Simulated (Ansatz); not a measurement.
Ti$_{18}$O (cell with a defect)

Input

```
crystal:
  lattice:
    - [2.2897681504, -3.9659947741, 5.6643452958]
    - [2.2897681504, 3.9659947741, 5.6643452958]
    - [-4.5795363009, 0.0, 5.6643452958]
  atoms:
    - { symbol: Ti, position: [0.3333333333, 0.3333333333, 0.3333333333] }
    - { symbol: Ti, position: [0.5, 0.5, 0.5] }
    - { symbol: Ti, position: [0.6666666667, 0.6666666667, 0.6666666667] }
    - { symbol: Ti, position: [0.8333333333, 0.8333333333, 0.8333333333] }
    - { symbol: Ti, position: [1.0, 0.0, 0.0] }
    - { symbol: Ti, position: [0.1666666667, 0.1666666667, 0.1666666667] }
    - { symbol: Ti, position: [0.75, 0.4166666667, 0.0833333333] }
    - { symbol: Ti, position: [0.9166666667, 0.5833333333, 0.25] }
    - { symbol: Ti, position: [0.0833333333, 0.75, 0.4166666667] }
    - { symbol: Ti, position: [0.25, 0.9166666667, 0.5833333333] }
    - { symbol: Ti, position: [0.4166666667, 0.0833333333, 0.75] }
    - { symbol: Ti, position: [0.5833333333, 0.25, 0.9166666667] }
    - { symbol: Ti, position: [0.0833333333, 0.4166666667, 0.75] }
    - { symbol: Ti, position: [0.25, 0.5833333333, 0.9166666667] }
    - { symbol: Ti, position: [0.4166666667, 0.75, 0.0833333333] }
    - { symbol: Ti, position: [0.5833333333, 0.9166666667, 0.25] }
    - { symbol: Ti, position: [0.75, 0.0833333333, 0.4166666667] }
    - { symbol: Ti, position: [0.9166666667, 0.25, 0.5833333333] }
    - { symbol: O, position: [0.9340474725, 0.1652868935, 0.1617514619] }
basis:
  ecutwfc: 420
  xc_grid: 2
kpoints:
  mp_grid: { grid: [4, 4, 4], shift: [0.5, 0.5, 0.5] }
hamiltonian:
  xc: pbe
scf:
  occupations: { method: gaussian, width: 0.1 }
output:
  forces: true
  stress: false
  eigenvalues: true
  write_density: true
  write_potential: true
  elf: true
  volumetric_format: npy
relax:
  adjacent_minimum: "off"
  f_tol: 0.02
  max_steps: 60
```

Command:

```sh
ansatz run input.yaml --threads 4 --pin off --max-ram 10240MiB --backend cpu --events-out ev --progress --plain --runs-dir out
```

The fields are those of the run's last geometry, not of the input's.

Computed without spin polarisation.

Level of theory: Ansatz, DFT PBE, scalar-relativistic, plane waves, PAW.

Question: What can the converged valence pseudo-density and electron localisation function tell about the bonding?

Answer: Ti–O (1.91 Å): the density is about 0.77 e/Å³ at the midpoint; the ELF peaks at about 0.80 in the valence shell of O, 0.6 Å from its nucleus, and is about 0.20 at the midpoint; no localised pair shows between them.
Ti–Ti (2.48 Å): ρ is about 0.24 e/Å³ halfway; the ELF is about 0.05 at the midpoint: no shared electron pair shows on this line.
Ti–O (2.15 Å): the density is about 0.41 e/Å³ at the midpoint; the ELF peaks at about 0.80 in the valence shell of O, 0.6 Å from its nucleus, and is about 0.10 at the midpoint: no shared electron pair shows on this line.
Ti–Ti (2.61 Å): ρ is about 0.22 e/Å³ halfway; the ELF is about 0.10 at the midpoint; no localised pair shows between them.
The ELF has a maximum of about 0.70 in the space between the atoms, 1.8 Å from four Ti atoms, on no atom or two-centre bond.

Question: Does the calculation make it a metal, or give it a gap?

Answer: It is gapless in this calculation (a metal or semimetal).

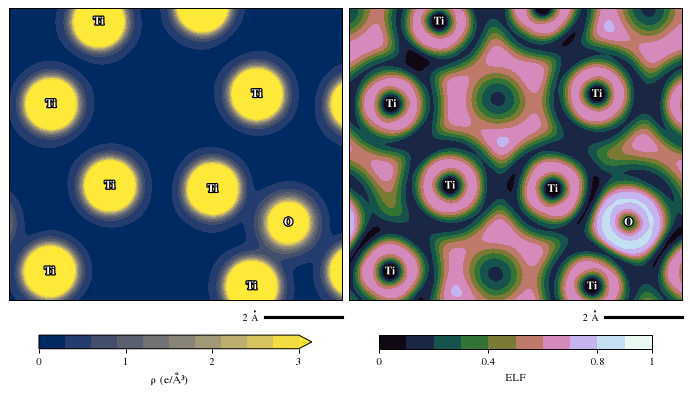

Computed valence pseudo-density and electron localisation function on the (111) plane of the calculation cell, in this order. 

The density is the valence pseudo-density of a PAW calculation; it isn't the true density close to the nuclei.
